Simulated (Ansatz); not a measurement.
## Rb2LiVO4 (Cmc2_1): G0W0 under other settings

A base run on Rb2LiVO4 (Cmc2_1), then changed inputs.

Main program and level: Ansatz 0.2.0; G0W0 on r2SCAN, plane waves, PAW; PAW set soft_1.

## 1. Starting point

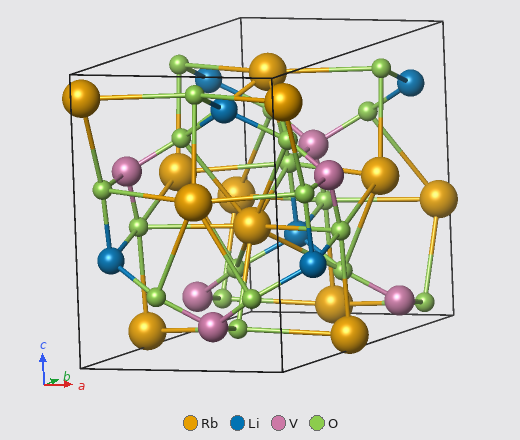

The starting structure, seen slightly off an axis (rubidium orange, lithium blue, vanadium pink, oxygen green). This picture shows the conventional cell, with its axes. Some periodic images of atoms are drawn too.

The cell and positions come from the Crystallography Open Database and are kept as given unless a step says otherwise.

## 2. The base run: 2×2×2 mesh, 426 empty bands, screening to 78 eV, PAW set soft_1 files

Now the one-shot GW correction: screening in the RPA, then the self-energy of the levels asked for. This step takes PAW set soft_1 files.

The input, input.yaml:

```yaml
crystal:
  lattice:
    - [2.9395, -5.8505, 0.0]
    - [2.9395, 5.8505, 0.0]
    - [0.0, 0.0, 7.933]
  atoms:
    - { symbol: Rb, position: [0.605, 0.395, 0.9488] }
    - { symbol: Rb, position: [0.395, 0.605, 0.4488] }
    - { symbol: Rb, position: [0.0617, 0.9383, 0.5932] }
    - { symbol: Rb, position: [0.9383, 0.0617, 0.0932] }
    - { symbol: Li, position: [0.1989, 0.8011, 0.1716] }
    - { symbol: Li, position: [0.8011, 0.1989, 0.6716] }
    - { symbol: V, position: [0.6905, 0.3095, 0.3894] }
    - { symbol: V, position: [0.3095, 0.6905, 0.8894] }
    - { symbol: O, position: [0.4087, 0.1191, 0.2817] }
    - { symbol: O, position: [0.5913, 0.8809, 0.7817] }
    - { symbol: O, position: [0.8809, 0.5913, 0.2817] }
    - { symbol: O, position: [0.1191, 0.4087, 0.7817] }
    - { symbol: O, position: [0.634, 0.366, 0.5887] }
    - { symbol: O, position: [0.366, 0.634, 0.0887] }
    - { symbol: O, position: [0.835, 0.165, 0.4236] }
    - { symbol: O, position: [0.165, 0.835, 0.9236] }
kpoints:
  mp_grid: { grid: [2, 2, 2] }
hamiltonian:
  xc: r2scan
  pseudopotentials: { kind: paw, azcp: { folder: soft_1 } }
scf:
  occupations: { method: fixed }
gw:
  n_empty_bands: 426
  ecut_chi: 78
  qp_bands: [v4, c4]
  qp_kpoints: band_edges
  screening: { model: contour_deformation }
```

Command:

```sh
ansatz run input.yaml --threads 24 --pin off --max-ram 82944MiB --backend cuda --events-out ev --progress --plain --runs-dir out --devices 1 --max-vram 78GiB
```

Numbers of over 12 decimals in the logs are rounded to 6 here.

What it wrote:

```text
GPUs: using 1 of 1 available (devices: 1).
Engine: ansatz 0.2.0, aarch64-unknown-linux-gnu
Pseudopotentials: kind: paw
Pseudopotential: Rb, paw, valence charge 9, recommended cutoff 500 eV (meta_gga), soft_1/Rb.paw.azcp
Pseudopotential: Li, paw, valence charge 3, recommended cutoff 500 eV (meta_gga), soft_1/Li.paw.azcp
Pseudopotential: V, paw, valence charge 13, recommended cutoff 500 eV (meta_gga), soft_1/V.paw.azcp
Pseudopotential: O, paw, valence charge 6, recommended cutoff 500 eV (meta_gga), soft_1/O.paw.azcp
Functional definition: r2SCAN
  parameter k0 = 0.174
  parameter k1 = 0.065
  parameter a1 = 4.9479
  exchange = r2scan_x(k0 = k0, k1 = k1, a1 = a1)
  correlation = r2scan_c
[...]
Crystal: 16 atoms, lattice volume = 272.856 Å³
Basis set: ecut = 500 eV, 6919 PW (Γ), exchange–correlation on 192×192×240 points (64 copies of the dense FFT grid, shifted against one another)
Bands: 74, of which v1, the nominal top of the filled ones, is band 58 counted from 1 (57 counted from 0)
Symmetry: 4 space group operations
Space group: Cmc21 (ITA 36), of the structure as read, at distance tolerance 6.5e-5 Å
k-points: 6 of 8
Non-local potential: Rb, projectors of the file, l = 0: 3, l = 1: 2, l = 2: 2
Non-local potential: Li, projectors of the file, l = 0: 3, l = 1: 2, l = 2: 1
Non-local potential: V, projectors of the file, l = 0: 3, l = 1: 2, l = 2: 3, l = 3: 1
Non-local potential: O, projectors of the file, l = 0: 2, l = 1: 2, l = 2: 1
PAW form: soft (Blöchl's): semilocal exchange-correlation on the pseudo side does not see the compensation charge
PAW frozen core: Rb, regenerated for the run's functional (the file was generated under x = pbe(κ = 0.804, μ = 0.219515), c = pbe(β = 0.066725))
PAW frozen core: V, regenerated for the run's functional (the file was generated under x = pbe(κ = 0.804, μ = 0.219515), c = pbe(β = 0.066725))
PAW frozen core: O, regenerated for the run's functional (the file was generated under x = pbe(κ = 0.804, μ = 0.219515), c = pbe(β = 0.066725))
PAW one-centre angular grid: Rb, 302 points (default); XC on 160 Gauss nodes
PAW one-centre angular grid: Li, 302 points (default); XC on 295 of its mesh's 2161 points in the sphere
PAW one-centre angular grid: V, 590 points (default); XC on 160 Gauss nodes
PAW one-centre angular grid: O, 302 points (default); XC on 160 Gauss nodes
Initial density: superposition of atomic densities (chi_scale 0.1, normalization cell, long waves kept (reshape's long-wave potential 0.04 eV rms))
Initial wavefunctions: pseudopotential atomic-orbital guess
[...]
Functional: x = r2scan, c = r2scan; τ floored in thin density (d = 2e-4 eV/Å³)
SCF iter   1: F=—  HF=-23923.185122 eV  |F-HF|=—  |Δ(HF+E_count)|=         —  Δρ=4.32e-2  dr2=4.71e0  dr2_τ=5.54e-1  ethr=3.10e-3  ⟨swp⟩=5.0  Hψ=1359  notcnv=0  defer=75
preconditioner: auto → Resta (q_TF=auto, 2.366 Å⁻¹)  ε∞=3.7  [insulator: Δε(μ)=4.232 eV  Ē_g=12.932 eV  n_scr=58 (ndim 8)  ℏωp=21.1 eV  f_vac=0.000  ε∞_Penn≈3.7]
SCF iter   2: F=—  HF=-23923.152141 eV  |F-HF|=—  |Δ(HF+E_count)|=   3.30e-2  Δρ=2.30e-2  dr2=1.48e0  dr2_τ=6.63e-2  ethr=3.10e-3  ⟨swp⟩=2.0  Hψ=716  notcnv=0  defer=72
SCF iter   3: F=—  HF=-23923.324479 eV  |F-HF|=—  |Δ(HF+E_count)|=   1.72e-1  Δρ=1.11e-2  dr2=4.22e-1  dr2_τ=2.22e-2  ethr=1.28e-3  ⟨swp⟩=2.0  Hψ=684  notcnv=0  defer=72
SCF iter   4: F=—  HF=-23923.325840 eV  |F-HF|=—  |Δ(HF+E_count)|=   1.36e-3  Δρ=1.06e-2  dr2=3.32e-1  dr2_τ=2.14e-2  ethr=3.64e-4  ⟨swp⟩=2.8  Hψ=729  notcnv=0  defer=81
SCF iter   5: F=—  HF=-23923.291959 eV  |F-HF|=—  |Δ(HF+E_count)|=   3.39e-2  Δρ=3.01e-3  dr2=2.58e-2  dr2_τ=1.41e-3  ethr=2.86e-4  ⟨swp⟩=2.0  Hψ=539  notcnv=0  defer=73
SCF iter   6: F=—  HF=-23923.292568 eV  |F-HF|=—  |Δ(HF+E_count)|=   6.08e-4  Δρ=1.48e-3  dr2=6.97e-3  dr2_τ=5.53e-4  ethr=2.23e-5  ⟨swp⟩=2.0  Hψ=643  notcnv=0  defer=83
[...]
SCF iter   9: F=—  HF=-23923.292551 eV  |F-HF|=—  |Δ(HF+E_count)|=   7.13e-6  Δρ=1.69e-5  dr2=8.84e-7  dr2_τ=5.49e-8  ethr=1.21e-8  ⟨swp⟩=2.5  Hψ=653  notcnv=0  defer=72
[...]
SCF 1 converged in 11 iterations: F = -23923.292551 eV  dr2 = 4.14e-8
[...]
SCF converged after 11 iterations
[...]
--- G₀W₀: contour deformation, 6 samples at zero and on the imaginary axis and 0 off it, 8 q-points, 426 empty bands' worth ---
  eigenvalues of the whole cell's RPA ε∞ on this k-mesh (on a slab, of 1 + 4πα/V) = 2.5232, 2.5875, 2.6129; static W/v taken at q = 0 is 0.389253
  gw.qp_kpoints: band_edges: 6 of 6 stored k-points solved, in 1 pass; an edge of the gap read off the rows below is read off those points alone
    ik  band        ε_KS         Σx   Σc(E_QP)       V_xc       Z   E_QP_lin       E_QP  E_QP is
     0    55      3.4108   -24.9643     4.2234   -20.1804  0.7617     2.8460     2.8503  root
     0    56      3.4778   -25.0191     4.2300   -20.2431  0.7611     2.9277     2.9318  root
     0    57      3.5516   -25.0343     4.2269   -20.2625  0.7612     3.0027     3.0067  root
     0    58      3.6214   -25.1192     4.2154   -20.3771  0.7614     3.0911     3.0948  root
     0    59      8.1491   -15.8473    -5.3091   -23.3986  0.7654    10.4599    10.3913  root
     0    60      8.1637   -16.0139    -5.3896   -23.6613  0.7641    10.4921    10.4215  root
     0    61      8.1749   -16.1839    -5.3882   -23.8444  0.7610    10.5203    10.4472  root
     0    62      8.2410   -16.4995    -5.3755   -24.1821  0.7585    10.6248    10.5481  root
[...]
5    59      8.1811   -16.0566    -5.3732   -23.6928  0.7637    10.5151    10.4441  root
     5    60      8.1811   -16.0566    -5.3732   -23.6928  0.7637    10.5151    10.4441  root
     5    61      8.2471   -16.5046    -5.4102   -24.2243  0.7580    10.6339    10.5566  root
     5    62      8.2471   -16.5046    -5.4102   -24.2243  0.7580    10.6339    10.5566  root
```

Wall time 4.9 s (1 × NVIDIA GB200 (shared by 2 runs) with 24 threads of Arm Neoverse V2, shared host); peak memory 2.2 GiB.

This step gave:

```
bands summed                                 : 484
RPA ε∞ on this mesh (eigenvalues)            : 2.523, 2.587, 2.613
plane waves in the screening matrix          : 431
q-points in the mesh                         : 8
G0W0 gap on the mesh                         : 7.067 eV
k of the valence top                         : -0.5, -0.5, 0
k of the conduction bottom                   : 0, -0.5, 0
starting gap on the mesh                     : 4.353 eV
Z at the valence top                         : 0.7613
Z at the conduction bottom                   : 0.7670
least direct G0W0 gap on the computed points : 7.182 eV
```

The gap on the mesh goes from 4.35 eV to 7.07 eV, a correction of +2.71 eV. Between the two edge states, bare exchange in place of the xc potential would open the gap by 12.31 eV, and correlation takes back 9.59 eV.

## 3. Variant: low screening cutoff

input.yaml, as its differences from that of step 2:

```diff
@@ -30,4 +30,4 @@
 gw:
-  n_empty_bands: 426
-  ecut_chi: 78
+  n_empty_bands: 814
+  ecut_chi: 40
   qp_bands: [v4, c4]
```

What it wrote:

```text
GPUs: using 1 of 1 available (devices: 1).
[...]
Crystal: 16 atoms, lattice volume = 272.856 Å³
Basis set: ecut = 500 eV, 6919 PW (Γ), exchange–correlation on 192×192×240 points (64 copies of the dense FFT grid, shifted against one another)
Bands: 74, of which v1, the nominal top of the filled ones, is band 58 counted from 1 (57 counted from 0)
[... 1 set-up line as in the run before ...]
[...]
k-points: 6 of 8
[...]
SCF iter   1: F=—  HF=-23923.185122 eV  |F-HF|=—  |Δ(HF+E_count)|=         —  Δρ=4.32e-2  dr2=4.71e0  dr2_τ=5.54e-1  ethr=3.10e-3  ⟨swp⟩=5.0  Hψ=1359  notcnv=0  defer=75
[...]
SCF iter   6: F=—  HF=-23923.292568 eV  |F-HF|=—  |Δ(HF+E_count)|=   6.08e-4  Δρ=1.48e-3  dr2=6.97e-3  dr2_τ=5.53e-4  ethr=2.23e-5  ⟨swp⟩=2.0  Hψ=643  notcnv=0  defer=83
[...]
SCF iter   9: F=—  HF=-23923.292551 eV  |F-HF|=—  |Δ(HF+E_count)|=   7.13e-6  Δρ=1.69e-5  dr2=8.84e-7  dr2_τ=5.49e-8  ethr=1.21e-8  ⟨swp⟩=2.5  Hψ=653  notcnv=0  defer=72
[...]
SCF 1 converged in 11 iterations: F = -23923.292551 eV  dr2 = 4.14e-8
[...]
SCF converged after 11 iterations
[...]
0    55      3.4108   -24.9643     4.1232   -20.1804  0.7718     2.7440     2.7501  root
     0    56      3.4778   -25.0191     4.1284   -20.2431  0.7713     2.8244     2.8303  root
     0    57      3.5516   -25.0343     4.1227   -20.2625  0.7715     2.8966     2.9025  root
     0    58      3.6214   -25.1192     4.1113   -20.3771  0.7719     2.9852     2.9907  root
     0    59      8.1491   -15.8473    -5.0903   -23.3986  0.7780    10.6947    10.6102  root
     0    60      8.1637   -16.0139    -5.1615   -23.6613  0.7768    10.7372    10.6495  root
     0    61      8.1749   -16.1839    -5.1607   -23.8444  0.7742    10.7649    10.6747  root
     0    62      8.2410   -16.4995    -5.1501   -24.1821  0.7719    10.8678    10.7735  root
[...]
5    59      8.1811   -16.0566    -5.1480   -23.6928  0.7765    10.7573    10.6693  root
     5    60      8.1811   -16.0566    -5.1480   -23.6928  0.7765    10.7573    10.6693  root
     5    61      8.2471   -16.5046    -5.1820   -24.2243  0.7715    10.8800    10.7848  root
     5    62      8.2471   -16.5046    -5.1820   -24.2243  0.7715    10.8800    10.7848  root
```

Run time: 5.7 s. Hardware: 1 × NVIDIA GB200 (shared by 2 runs) with 24 threads; peak memory 3.3 GiB.

Against the base:

| setting | base | variant |
| --- | --- | --- |
| empty bands | 426 | 814 |
| screening cutoff (eV) | 78 | 40 |

| quantity | variant | base |
| --- | --- | --- |
| starting gap on the mesh | 4.353 | 4.353 |
| G0W0 gap on the mesh | 7.397 | 7.067 |
| least direct G0W0 gap on the computed points | 7.514 | 7.182 |
| Z at the valence top | 0.772 | 0.761 |
| Z at the conduction bottom | 0.779 | 0.767 |

## 4. Variant: other PAW set

This step: G0W0 on r2SCAN, plane waves, PAW.

input.yaml, as its differences from that of step 3:

```diff
@@ -26,3 +26,3 @@
   xc: r2scan
-  pseudopotentials: { kind: paw, azcp: { folder: soft_1 } }
+  pseudopotentials: { kind: paw, source: jth }
 scf:
@@ -30,4 +30,4 @@
 gw:
-  n_empty_bands: 814
-  ecut_chi: 40
+  n_empty_bands: 619
+  ecut_chi: 100
   qp_bands: [v4, c4]
```

What it wrote:

```text
Warning: <dir> the checks of this Rb dataset prove no rule for summing its radial tables, as where they were carried onto another mesh than they were made on, and Gregory's rule is taken, under which a leading mesh point left out moves its sums only by what lay on the interval it spanned. That does not make them correct, and they differ from Quantum ESPRESSO's on this file; a re-export a fraction of a mesh step off can move them. hamiltonian.pseudopotentials.radial_quadrature: simpson_from_first_knot sums it by `pw.x`'s rule; on a PAW file no value gives `pw.x`'s numbers. What more to know: hamiltonian.pseudopotentials.radial_quadrature, in the input reference
Warning: <dir> the checks of this Li dataset prove no rule for summing its radial tables, as where they were carried onto another mesh than they were made on, and Gregory's rule is taken, under which a leading mesh point left out moves its sums only by what lay on the interval it spanned. That does not make them correct, and they differ from Quantum ESPRESSO's on this file; a re-export a fraction of a mesh step off can move them. hamiltonian.pseudopotentials.radial_quadrature: simpson_from_first_knot sums it by `pw.x`'s rule; on a PAW file no value gives `pw.x`'s numbers. What more to know: hamiltonian.pseudopotentials.radial_quadrature, in the input reference
[...]
GPUs: using 1 of 1 available (devices: 1).
[...]
Crystal: 16 atoms, lattice volume = 272.856 Å³
Basis set: ecut = 1410 eV, 32807 PW (Γ), exchange–correlation on 324×324×400 points (64 copies of the dense FFT grid, shifted against one another)
Bands: 74, of which v1, the nominal top of the filled ones, is band 58 counted from 1 (57 counted from 0)
[... 1 set-up line as in the run before ...]
[...]
k-points: 6 of 8
[...]
SCF 1 converged in 11 iterations: F = -23909.535034 eV  dr2 = 9.91e-8
[...]
SCF converged after 11 iterations
[...]
bands read: the sum over 677 bands ends inside a degenerate multiplet in 3 slots, whose members it reads at an even weight; the widest, k=1: bands 677 to 678 (counted from 1) at 1/2 each
[...]
0    55      3.4918   -24.9528     4.1437   -20.1834  0.7591     2.8606     2.8661  root
     0    56      3.5589   -25.0076     4.1501   -20.2462  0.7586     2.9424     2.9476  root
     0    57      3.6336   -25.0265     4.1480   -20.2685  0.7587     3.0185     3.0237  root
     0    58      3.7034   -25.1113     4.1356   -20.3828  0.7589     3.1057     3.1105  root
     0    59      8.2210   -15.9146    -5.3411   -23.4938  0.7632    10.5278    10.4591  root
     0    60      8.2349   -16.0731    -5.4183   -23.7446  0.7620    10.5590    10.4882  root
     0    61      8.2442   -16.2419    -5.4195   -23.9252  0.7587    10.5812    10.5080  root
     0    62      8.3101   -16.5533    -5.4091   -24.2575  0.7561    10.6817    10.6052  root
[...]
5    59      8.2514   -16.1122    -5.4028   -23.7725  0.7616    10.5801    10.5089  root
     5    60      8.2514   -16.1122    -5.4028   -23.7725  0.7616    10.5801    10.5089  root
     5    61      8.3166   -16.5604    -5.4432   -24.3019  0.7556    10.6920    10.6148  root
     5    62      8.3166   -16.5604    -5.4432   -24.3019  0.7556    10.6920    10.6148  root
```

Elapsed: 11 s, on 1 × NVIDIA GB200 (shared by 2 runs) with 24 threads; peak memory 8.9 GiB.

The G0W0 gap on the mesh is 7.124 eV.

Against the base:

| setting | base | variant |
| --- | --- | --- |
| files | PAW set soft_1 | JTH PAW |
| empty bands | 426 | 619 |
| screening cutoff (eV) | 78 | 100 |

| quantity | variant | base |
| --- | --- | --- |
| starting gap on the mesh | 4.343 | 4.353 |
| G0W0 gap on the mesh | 7.124 | 7.067 |
| least direct G0W0 gap on the computed points | 7.235 | 7.182 |
| Z at the valence top | 0.759 | 0.761 |
| Z at the conduction bottom | 0.765 | 0.767 |

## 5. What came out

- base: 7.07 eV, 4.9 s
- low screening cutoff: 7.40 eV, 5.7 s
- other PAW set: 7.12 eV, 11 s

In words: Low screening cutoff: the gap moves by +0.33 eV; such settings are too crude to quote. The variant differs from the base in empty bands and screening cutoff together, so the change can't be laid to one of them. Other PAW set: the gap moves by +0.06 eV and the time by a factor of 2.3 (the plane-wave cutoff goes from 500 to 1410 eV). The variant differs from the base in files, empty bands and screening cutoff together, so the change can't be laid to one of them. All runs here use a coarse mesh and modest cutoffs; they test settings and are not final values. The 2×2×2 mesh is coarse for this cell (its supercell is 13 Å along the shortest edge). The RPA ε∞ on it, from the r2SCAN start, is 2.52, 2.59 and 2.61; such meshes misread the long-range screening, most where the gap is narrow. The runs have no spin polarisation. For a closed low-spin shell that is the natural state; where a d or f shell is open it is a constraint, and the gap is then not the crystal's own. With d states at the gap, one-shot GW leans hard on its start. The many-body steps are scalar-relativistic: spin-orbit coupling is not in them.

[Paths, hosts, dates, memory and timing lines, banners, echoed tables and standing remarks are left out of the program output.]

[Logs are printed without paths, hosts, clocks, repeated set-up lines and the standing remarks that a program may print on its own settings, such as how far it seeks lower states.]

[Runs of the session that timed out or met a known fault of the program may be left out.]

[Cells called generated may have been cut or substituted from an entry of the Crystallography Open Database or the Materials Project.]

[No measured gap is set beside runs whose start may be inverted or whose files or cutoffs have a known fault.]

[Hosts, paths, dates, database ids (printed as entryN), source tags and the programs' standing remarks are cut or masked in the printed files.]
